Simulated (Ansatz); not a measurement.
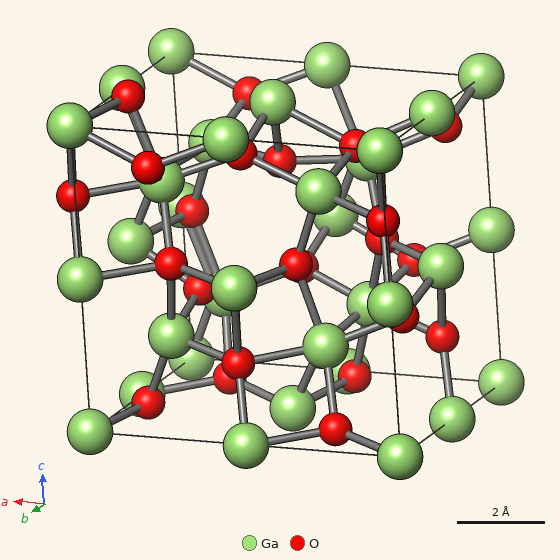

The image is a ball-and-stick drawing of a crystal, viewed from a general direction. The lines enclose the supercell; boundary atoms appear with their images. The host is Ga2O3, in a cell of 40 sites, and the cell carries a charge of +1.

**What defect is present?**

A gallium vacancy. Around the empty site lie six O at about 2.2 Å.

Calculation details: DFT PBE, scalar-relativistic, plane waves, PAW in Ansatz; a cutoff energy of 420 eV, k-points on a 2×2×2 grid, Gaussian smearing of 0.01 eV, collinear spins.

**Does the calculation give a net moment?**

Yes, 4.0 μB in the cell.

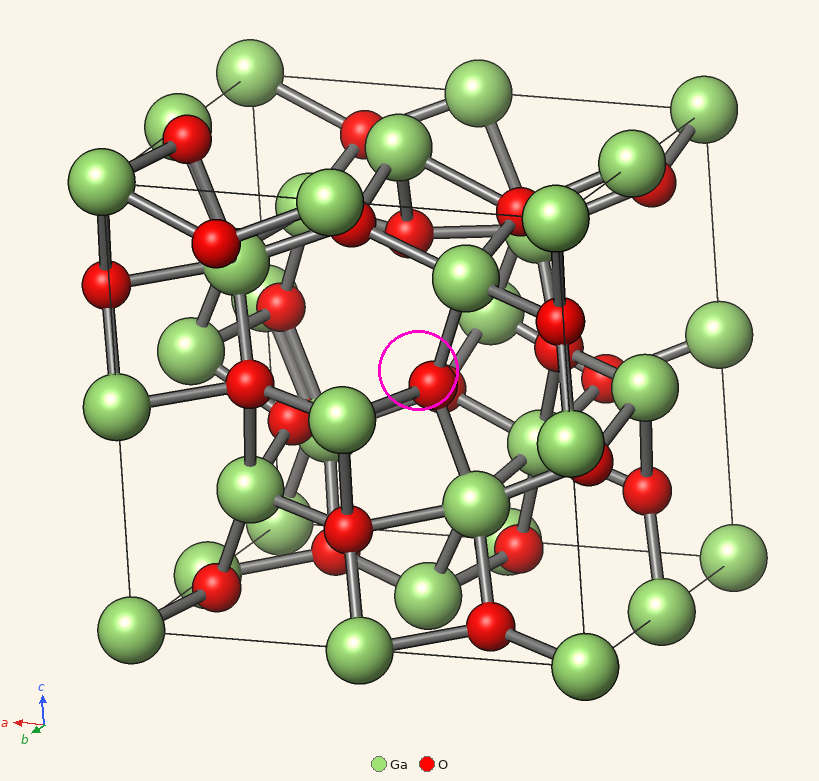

The same cell with a ring at the defect's site.

The atoms were relaxed in the host's cell with DFT PBE, scalar-relativistic, plane waves, PAW in Ansatz 0.2.0.
